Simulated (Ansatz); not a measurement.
Run report: AlNi3, geometry relaxation (part 1 of 3)

The run: geometry relaxation of AlNi3 (interface cell, 16 atoms in the cell). Method and program: DFT PBE, scalar-relativistic, plane waves, PAW, spin-polarised (Ansatz 0.2.0).

The structure derives from a Materials Project entry. It belongs to a series of runs on one base structure; here: antiphase boundary on (0 0 1), shift by [0.5, 0.5, 0] of the cube. Figures and captions count atoms from 1; the log counts them from 0 in places.

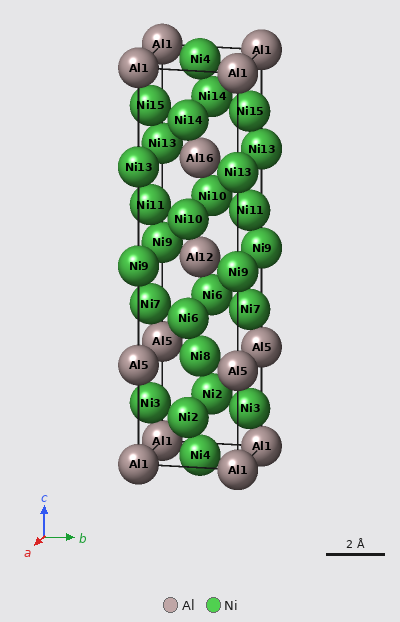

**Figure 1.** The input geometry (spheres-only view of the cell of the calculation, seen slightly off an axis; atoms are numbered from 1 in the order of the input).

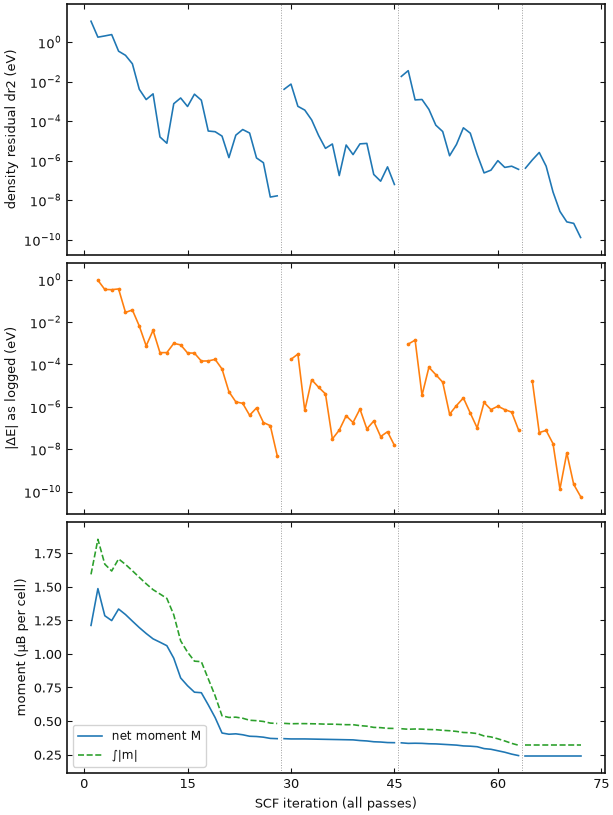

**Figure 2.** Convergence of the self-consistent field: density residual dr2, size of the energy change and magnetic moment against the SCF iteration. The dotted lines part the SCF passes of the relaxation: geometry steps, rejected trials and re-solves on a re-selected basis. The passes take 28, 17, 18 and 9 iterations. The net moment goes from 1.2 to 0.2 μB per cell.

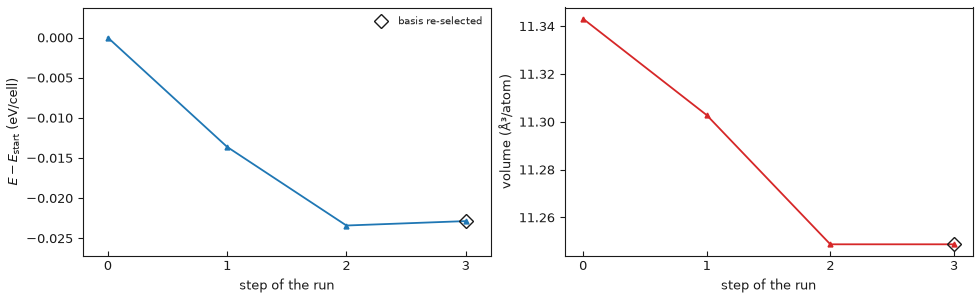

**Figure 3.** Progress of the relaxation, step by step (the first geometry is step 0 here and step 1 in the log).

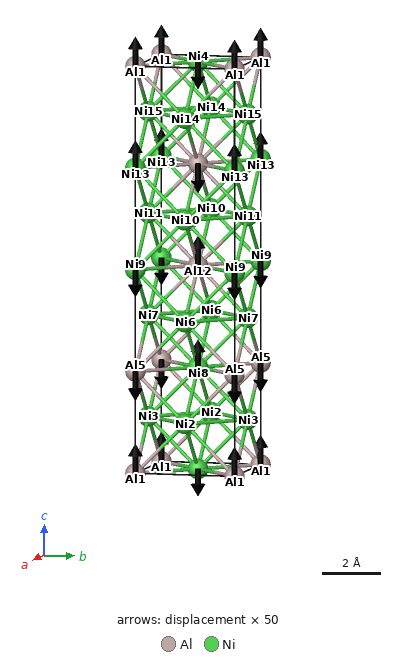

**Figure 4.** The starting structure with the displacements (without the part carried along by the change of the cell) as black arrows, magnified 50 times (ball-and-stick view of the cell of the calculation, seen slightly off an axis). The energy falls by 23.4 meV per cell of the calculation in 2 geometry steps. Largest force component: 0.17 eV/Å at the start, 0.0032 eV/Å at the end. The pressure goes from 0.28 to 1.81 GPa. The largest moves relative to the cell, 0.021 Å, are those of Al1, Al5, Al12 and Al16. Largest moves by element: Al 0.021 Å, Ni 0.019 Å. The drawn cell changes as follows: a = b stay at 3.567 Å, c 14.267 → 14.148 Å (−0.8 %); the volume changes by −0.8 %. Among the contacts that change: Al1–Ni2 2.522 → 2.497 Å, Ni13–Ni14 2.522 → 2.498 Å, Al1–Ni14 2.522 → 2.526 Å. A last SCF at the same geometry on a re-selected plane-wave basis shifts the energy by +0.5 meV per cell of the calculation. (Atoms are counted from 1 in the order of the input.)

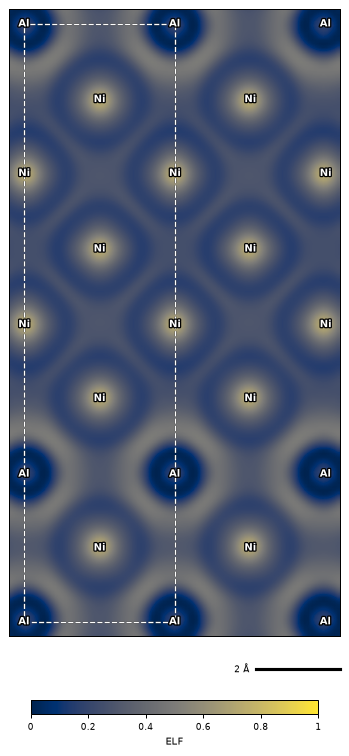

**Figure 5.** Electron localisation function on the (010) plane of the calculation cell. Atoms in the plane: Al and Ni. Al–Ni (2.50 Å): the ELF is about 0.35 at the midpoint, as expected for nearly free electrons, as in a simple metal. Ni–Ni (2.50 Å): the ELF is about 0.25 at the midpoint (no localised pair between them). The strong features right at Ni lie inside the PAW spheres (semicore, d or f shells) and say nothing about bonding. The fields are those of the smooth PAW valence density.

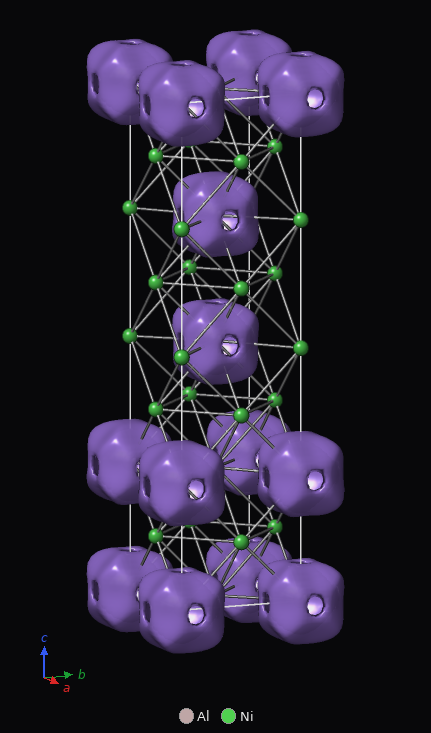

**Figure 6.** Isosurface of the electron localisation function at 0.45 (purple), seen slightly off an axis. Core shells and regions of very low density are left out. Sticks mark near contacts. The outline is the calculation cell. Values along the shortest contacts: Al–Ni (2.50 Å): the ELF is about 0.35 at the midpoint (nearly free electrons, as in a simple metal). Ni–Ni (2.50 Å): the ELF is about 0.25 at the midpoint (no localised pair between them).

The input and output of the run follow.

### Input
```yaml
crystal:
  lattice:
    - [3.5666788375, 0.0, 0.0]
    - [0.0, 3.5666788375, 0.0]
    - [0.0, 0.0, 14.2667153499]
  atoms:
    - { symbol: Al, position: [0.0, 0.0, 0.0] }
    - { symbol: Ni, position: [0.0, 0.5, 0.125], spin: 0.3 }
    - { symbol: Ni, position: [0.5, 0.0, 0.125], spin: 0.3 }
    - { symbol: Ni, position: [0.5, 0.5, 0.0], spin: 0.3 }
    - { symbol: Al, position: [0.0, 0.0, 0.25] }
    - { symbol: Ni, position: [0.0, 0.5, 0.375], spin: 0.3 }
    - { symbol: Ni, position: [0.5, 0.0, 0.375], spin: 0.3 }
    - { symbol: Ni, position: [0.5, 0.5, 0.25], spin: 0.3 }
    - { symbol: Ni, position: [0.0, 0.0, 0.5], spin: 0.3 }
    - { symbol: Ni, position: [0.0, 0.5, 0.625], spin: 0.3 }
    - { symbol: Ni, position: [0.5, 0.0, 0.625], spin: 0.3 }
    - { symbol: Al, position: [0.5, 0.5, 0.5] }
    - { symbol: Ni, position: [0.0, 0.0, 0.75], spin: 0.3 }
    - { symbol: Ni, position: [0.0, 0.5, 0.875], spin: 0.3 }
    - { symbol: Ni, position: [0.5, 0.0, 0.875], spin: 0.3 }
    - { symbol: Al, position: [0.5, 0.5, 0.75] }
basis:
  ecutwfc: 420
kpoints:
  mp_grid: { grid: [10, 10, 3] }
hamiltonian:
  xc: pbe
scf:
  occupations: { method: gaussian, width: 0.1 }
  lower_state_search: "off"
output:
  forces: true
  stress: true
  eigenvalues: true
  populations: true
  write_density: true
  write_potential: true
  elf: true
  volumetric_format: npy
magnetization:
  spin_polarized: true
relax:
  adjacent_minimum: "off"
  f_tol: 0.02
  max_steps: 45
  cell: { fix: [a, b, alpha, beta, gamma], stress_tol: 0.1 }
```

Launch command:
```bash
ansatz run input.yaml --threads 4 --pin off --max-ram 12288MiB --backend cpu --events-out ev --progress --plain --runs-dir out
```

### Log
```
Engine: ansatz 0.2.0, aarch64-unknown-linux-gnu
Pseudopotentials: kind: paw
Pseudopotential: Al, paw, valence charge 3, recommended cutoff 420 eV (normal), Al.paw.azcp
Pseudopotential: Ni, paw, valence charge 18, recommended cutoff 420 eV (normal), Ni.paw.azcp
Functional definition: PBE
  parameter kappa = 0.804
  parameter beta = 0.06672455060314922
  exchange = pbe_x(kappa = kappa, mu = beta*pi^2/3)
  correlation = pbe_c(beta = beta)
Crystal: 16 atoms, lattice volume = 181.490 Å³
Basis set: ecut = 420 eV, 3515 PW (Γ), exchange–correlation on 48×48×192 points (8 copies of the dense FFT grid, shifted against one another)
Bands: 139, of which v1, the nominal top of the filled ones, is band 114 counted from 1 (113 counted from 0)
Symmetry: 32 space group operations
Space group: I4/mmm (ITA 139), of the structure as read, at distance tolerance 5.7e-5 Å
Magnetic group: BNS 139.531 (UNI 1191), of the structure as read, at distance tolerance 5.7e-5 Å
k-points: 42 of 300
Non-local potential: Al, projectors of the file, l = 0: 2, l = 1: 2, l = 2: 1
Non-local potential: Ni, projectors of the file, l = 0: 3, l = 1: 2, l = 2: 3, l = 3: 1
PAW form: soft (Blöchl's): semilocal exchange-correlation on the pseudo side does not see the compensation charge
PAW one-centre angular grid: Al, 110 points (default); XC on 64 Gauss nodes
PAW one-centre angular grid: Ni, 590 points (default); XC on 64 Gauss nodes
Initial density: superposition of atomic densities (chi_scale 0.1, normalization cell)
Starting moments: Σ|m| = 3.6 μB on 12 of 16 sites
Initial wavefunctions: pseudopotential atomic-orbital guess
Functional: x = pbe(κ = 0.804, μ = 0.2195149727645171), c = pbe(β = 0.06672455060314922)
SCF iter   1: F=—  HF=-72235.253110 eV  |F-HF|=—  |Δ(HF+E_count)|=         —  Δρ=6.06e-2 (↑2.71e-2 ↓6.06e-2)  dr2=1.15e1  dr2_m=5.94e-1  M=1.211 μB ∫|m|=1.591 μB  β_m=0.30  ethr=3.10e-3  ⟨swp⟩=5.1  Hψ=38844  notcnv=0  defer=301
preconditioner: auto → Kerker (q_TF=auto, 2.834 Å⁻¹)  [metal: Δε(μ)=0.001 eV  Ē_g=7.454 eV  σ=0.100 eV  W_gap=0.00  n_scr=84 (ndim 8)  ℏωp=31.7 eV  f_vac=0.000  D(μ)=13.33/eV (n_scr^D=148)]
spin=Collinear: Kerker preconditioning applied to the charge; magnetization (m = ρ↑ − ρ↓) channel mixes plain (no charge-response kernel on spin).
SCF iter   2: F=—  HF=-72234.307832 eV  |F-HF|=—  |Δ(HF+E_count)|=   9.45e-1  Δρ=1.86e-2 (↑1.49e-2 ↓1.86e-2)  dr2=1.79e0  dr2_m=1.85e-1  M=1.485 μB ∫|m|=1.852 μB  β_m=0.30  ethr=3.10e-3  ⟨swp⟩=2.4  Hψ=17701  notcnv=0  defer=1353
SCF iter   3: F=—  HF=-72233.959435 eV  |F-HF|=—  |Δ(HF+E_count)|=   3.48e-1  Δρ=2.07e-2 (↑1.11e-2 ↓2.07e-2)  dr2=2.07e0  dr2_m=1.53e-1  M=1.283 μB ∫|m|=1.667 μB  β_m=0.30  ethr=7.84e-4  ⟨swp⟩=2.0  Hψ=11201  notcnv=0  defer=1353
SCF iter   4: F=—  HF=-72233.619660 eV  |F-HF|=—  |Δ(HF+E_count)|=   3.40e-1  Δρ=2.17e-2 (↑1.55e-2 ↓2.17e-2)  dr2=2.42e0  dr2_m=9.76e-2  M=1.247 μB ∫|m|=1.616 μB  β_m=0.30  ethr=7.84e-4  ⟨swp⟩=2.2  Hψ=15888  notcnv=0  defer=1353
SCF iter   5: F=—  HF=-72233.251285 eV  |F-HF|=—  |Δ(HF+E_count)|=   3.68e-1  Δρ=1.29e-2 (↑1.29e-2 ↓6.31e-3)  dr2=3.49e-1  dr2_m=3.01e-2  M=1.333 μB ∫|m|=1.706 μB  β_m=0.30  ethr=7.84e-4  ⟨swp⟩=2.1  Hψ=15840  notcnv=0  defer=1320
SCF iter   6: F=—  HF=-72233.279976 eV  |F-HF|=—  |Δ(HF+E_count)|=   2.87e-2  Δρ=1.05e-2 (↑1.05e-2 ↓4.54e-3)  dr2=2.16e-1  dr2_m=1.98e-2  M=1.292 μB ∫|m|=1.665 μB  β_m=0.30  ethr=1.53e-4  ⟨swp⟩=1.8  Hψ=10630  notcnv=0  defer=1320
SCF iter   7: F=—  HF=-72233.317394 eV  |F-HF|=—  |Δ(HF+E_count)|=   3.74e-2  Δρ=7.03e-3 (↑7.03e-3 ↓2.01e-3)  dr2=8.04e-2  dr2_m=1.46e-2  M=1.243 μB ∫|m|=1.618 μB  β_m=0.30  ethr=9.49e-5  ⟨swp⟩=2.0  Hψ=10949  notcnv=0  defer=1320
SCF iter   8: F=—  HF=-72233.310834 eV  |F-HF|=—  |Δ(HF+E_count)|=   6.56e-3  Δρ=3.04e-3 (↑3.04e-3 ↓2.43e-3)  dr2=4.12e-3  dr2_m=1.14e-2  M=1.195 μB ∫|m|=1.569 μB  β_m=0.30  ethr=3.53e-5  ⟨swp⟩=2.6  Hψ=17419  notcnv=0  defer=1320
SCF iter   9: F=—  HF=-72233.310081 eV  |F-HF|=—  |Δ(HF+E_count)|=   7.53e-4  Δρ=2.98e-3 (↑1.88e-3 ↓2.98e-3)  dr2=1.24e-3  dr2_m=9.46e-3  M=1.151 μB ∫|m|=1.521 μB  β_m=0.30  ethr=1.81e-6  ⟨swp⟩=2.0  Hψ=15419  notcnv=0  defer=1320
SCF iter  10: F=—  HF=-72233.314168 eV  |F-HF|=—  |Δ(HF+E_count)|=   4.09e-3  Δρ=2.89e-3 (↑1.49e-3 ↓2.89e-3)  dr2=2.41e-3  dr2_m=7.88e-3  M=1.111 μB ∫|m|=1.477 μB  β_m=0.30  ethr=5.46e-7  ⟨swp⟩=2.2  Hψ=19833  notcnv=0  defer=1320
SCF iter  11: F=—  HF=-72233.314529 eV  |F-HF|=—  |Δ(HF+E_count)|=   3.61e-4  Δρ=1.91e-3 (↑1.83e-3 ↓1.91e-3)  dr2=1.58e-5  dr2_m=5.84e-3  M=1.086 μB ∫|m|=1.445 μB  β_m=0.30  ethr=5.46e-7  ⟨swp⟩=2.0  Hψ=13225  notcnv=0  defer=1320
Mixer restart at iter 11: flushing history
spin-set hold released at iteration 11 (site moments contracting): the magnetisation degrees of freedom join the quasi-Newton model from the next iteration; the mixer history was flushed
SCF iter  12: F=—  HF=-72233.314893 eV  |F-HF|=—  |Δ(HF+E_count)|=   3.64e-4  Δρ=1.69e-3 (↑1.65e-3 ↓1.69e-3)  dr2=7.61e-6  dr2_m=4.66e-3  M=1.060 μB ∫|m|=1.412 μB  β_m=0.27  ethr=6.92e-9  ⟨swp⟩=2.0  Hψ=17696  notcnv=0  defer=1320
SCF iter  13: F=—  HF=-72233.315881 eV  |F-HF|=—  |Δ(HF+E_count)|=   9.89e-4  Δρ=1.30e-3 (↑1.06e-3 ↓1.30e-3)  dr2=7.65e-4  dr2_m=2.18e-3  M=0.967 μB ∫|m|=1.290 μB  β_m=0.56  ethr=3.34e-9  ⟨swp⟩=3.1  Hψ=22676  notcnv=0  defer=1320
SCF iter  14: F=—  HF=-72233.316724 eV  |F-HF|=—  |Δ(HF+E_count)|=   8.42e-4  Δρ=6.59e-4 (↑6.59e-4 ↓5.93e-4)  dr2=1.49e-3  dr2_m=3.10e-4  M=0.820 μB ∫|m|=1.096 μB  β_m=0.78  ethr=3.34e-9  ⟨swp⟩=3.1  Hψ=25616  notcnv=0  defer=1320
SCF iter  15: F=—  HF=-72233.317074 eV  |F-HF|=—  |Δ(HF+E_count)|=   3.51e-4  Δρ=5.60e-4 (↑5.60e-4 ↓3.60e-4)  dr2=5.52e-4  dr2_m=1.94e-4  M=0.762 μB ∫|m|=1.012 μB  β_m=0.89  ethr=3.34e-9  ⟨swp⟩=3.2  Hψ=25355  notcnv=0  defer=1320
SCF iter  16: F=—  HF=-72233.317416 eV  |F-HF|=—  |Δ(HF+E_count)|=   3.42e-4  Δρ=9.19e-4 (↑5.96e-4 ↓9.19e-4)  dr2=2.32e-3  dr2_m=2.31e-4  M=0.714 μB ∫|m|=0.945 μB  β_m=0.39  ethr=3.34e-9  ⟨swp⟩=3.1  Hψ=26577  notcnv=0  defer=1320  recentre
SCF iter  17: F=—  HF=-72233.317271 eV  |F-HF|=—  |Δ(HF+E_count)|=   1.45e-4  Δρ=6.11e-4 (↑4.34e-4 ↓6.11e-4)  dr2=1.15e-3  dr2_m=1.20e-4  M=0.710 μB ∫|m|=0.941 μB  β_m=0.34  ethr=3.34e-9  ⟨swp⟩=3.1  Hψ=25623  notcnv=0  defer=1320
SCF iter  18: F=—  HF=-72233.317418 eV  |F-HF|=—  |Δ(HF+E_count)|=   1.47e-4  Δρ=2.54e-4 (↑1.87e-4 ↓2.54e-4)  dr2=3.16e-5  dr2_m=7.34e-5  M=0.620 μB ∫|m|=0.814 μB  β_m=0.73  ethr=3.34e-9  ⟨swp⟩=3.1  Hψ=23023  notcnv=0  defer=1320
SCF iter  19: F=—  HF=-72233.317591 eV  |F-HF|=—  |Δ(HF+E_count)|=   1.74e-4  Δρ=2.02e-4 (↑2.02e-4 ↓1.63e-4)  dr2=2.92e-5  dr2_m=4.96e-5  M=0.525 μB ∫|m|=0.687 μB  β_m=0.77  ethr=3.34e-9  ⟨swp⟩=2.9  Hψ=21485  notcnv=0  defer=1320
SCF iter  20: F=—  HF=-72233.317652 eV  |F-HF|=—  |Δ(HF+E_count)|=   6.11e-5  Δρ=1.40e-4 (↑1.40e-4 ↓6.74e-5)  dr2=1.75e-5  dr2_m=1.51e-5  M=0.410 μB ∫|m|=0.538 μB  β_m=0.93  ethr=3.34e-9  ⟨swp⟩=3.0  Hψ=22166  notcnv=0  defer=1320
SCF iter  21: F=—  HF=-72233.317658 eV  |F-HF|=—  |Δ(HF+E_count)|=   5.18e-6  Δρ=6.18e-5 (↑6.18e-5 ↓5.22e-5)  dr2=1.42e-6  dr2_m=4.20e-6  M=0.401 μB ∫|m|=0.526 μB  β_m=0.97  ethr=3.34e-9  ⟨swp⟩=2.0  Hψ=16060  notcnv=0  defer=1320
SCF iter  22: F=—  HF=-72233.317659 eV  |F-HF|=—  |Δ(HF+E_count)|=   1.72e-6  Δρ=7.75e-5 (↑3.02e-5 ↓7.75e-5)  dr2=1.95e-5  dr2_m=1.15e-6  M=0.404 μB ∫|m|=0.528 μB  β_m=0.97  ethr=6.22e-10  ⟨swp⟩=2.0  Hψ=20055  notcnv=0  defer=1320
SCF iter  23: F=—  HF=-72233.317661 eV  |F-HF|=—  |Δ(HF+E_count)|=   1.46e-6  Δρ=8.22e-5 (↑8.22e-5 ↓6.49e-5)  dr2=3.76e-5  dr2_m=6.50e-7  M=0.397 μB ∫|m|=0.520 μB  β_m=0.78  ethr=6.22e-10  ⟨swp⟩=2.0  Hψ=19755  notcnv=0  defer=1320
SCF iter  24: F=—  HF=-72233.317661 eV  |F-HF|=—  |Δ(HF+E_count)|=   4.00e-7  Δρ=6.90e-5 (↑6.90e-5 ↓4.96e-5)  dr2=2.50e-5  dr2_m=1.85e-7  M=0.386 μB ∫|m|=0.505 μB  β_m=0.70  ethr=6.22e-10  ⟨swp⟩=2.3  Hψ=18213  notcnv=0  defer=1320
SCF iter  25: F=—  HF=-72233.317660 eV  |F-HF|=—  |Δ(HF+E_count)|=   8.85e-7  Δρ=2.12e-5 (↑2.12e-5 ↓8.75e-6)  dr2=1.37e-6  dr2_m=9.14e-8  M=0.384 μB ∫|m|=0.502 μB  β_m=0.85  ethr=6.22e-10  ⟨swp⟩=2.0  Hψ=15241  notcnv=0  defer=1320
SCF iter  26: F=—  HF=-72233.317660 eV  |F-HF|=—  |Δ(HF+E_count)|=   1.82e-7  Δρ=1.36e-5 (↑1.36e-5 ↓1.17e-5)  dr2=7.87e-7  dr2_m=3.47e-8  M=0.379 μB ∫|m|=0.496 μB  β_m=0.75  ethr=6.02e-10  ⟨swp⟩=2.0  Hψ=14700  notcnv=0  defer=1320
iter 27 did not close the SCF: its close was put off for a magnetic moment that had not settled (scf_convergence_deferred on its scf_iter line)
SCF iter  27: F=-72233.317661 eV  HF=-72233.317661 eV  |F-HF|=1.15e-8  |Δ(HF+E_count)|=   1.29e-7  Δρ=2.68e-6 (↑2.68e-6 ↓1.30e-6)  dr2=1.43e-8  dr2_m=2.87e-9  M=0.370 μB ∫|m|=0.484 μB  β_m=0.83  ethr=4.39e-11  ⟨swp⟩=13.2  Hψ=90923  notcnv=0
SCF iter  28: F=-72233.317661 eV  HF=-72233.317661 eV  |F-HF|=1.56e-8  |Δ(HF+E_count)|=   5.01e-9  Δρ=1.44e-6 (↑1.44e-6 ↓1.40e-6)  dr2=1.65e-8  dr2_m=1.94e-10  M=0.368 μB ∫|m|=0.481 μB  ethr=6.26e-12  ⟨swp⟩=5.2  Hψ=64737  notcnv=0
SCF 1 converged in 28 iterations: F = -72233.317661 eV  dr2 = 1.65e-8
  greatest PAW one-centre occupation: 1.001 electrons in one spin orbital (limit 2), on the Ni atom at site 14 (counted from 0), in its partial waves of l = 1
relax step   1: F+E_penalty+E_count = -72233.31766061 eV  Δ(F+E_penalty+E_count) = +0.000e0 eV  max|allowed force component| = 1.738e-1 eV/Å  Δτ_max = 0.0000 Å  P = +0.283 GPa  Ω = 181.490 Å³  fix = [a, b, alpha, beta, gamma]  reactions: a +1.409, b +1.409 GPa  (28 SCF iters, dr2 threshold 1.00e-7 eV, accepted)
Crystal: 16 atoms, lattice volume = 180.845 Å³
Initial density: handed on by an earlier stage of this run
Starting moments: Σ|m| = 3.6 μB on 12 of 16 sites; this step starts from the density that it was given
Initial wavefunctions: those handed on with the density
iter 1 solved again at ethr=1.85e-6 eV; its pass at ethr=3.10e-3 eV (dr2=4.21e-3 eV) is discarded
```
